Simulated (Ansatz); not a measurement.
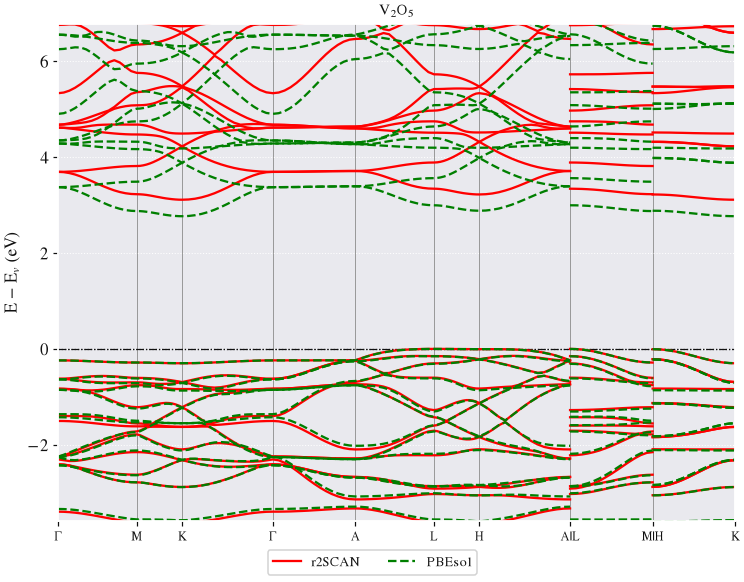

Band structures of V2O5, space group P6mm, 7 atoms in the cell, by two methods on the same cell. Each is counted from its own valence-band top.

How do the methods compare?

Answer. r2SCAN gives a gap of 3.11 eV along the path and PBEsol gives a gap of 2.77 eV along the path. Over the top 3 filled bands the two differ by 0.01 eV on average.

Settings. r2SCAN: DFT r2SCAN, scalar-relativistic, plane waves, PAW, no spin polarisation, 6×6×6 k mesh, 500 eV cutoff (Ansatz 0.2.0). PBEsol: DFT PBEsol, scalar-relativistic, plane waves, PAW, no spin polarisation, 6×6×6 k mesh, 420 eV cutoff (Ansatz).

The structure is an invented one, so it need not be a known or stable phase. The atoms aren't at rest in this cell (largest force 0.7 eV/Å), so the relaxed material can differ.
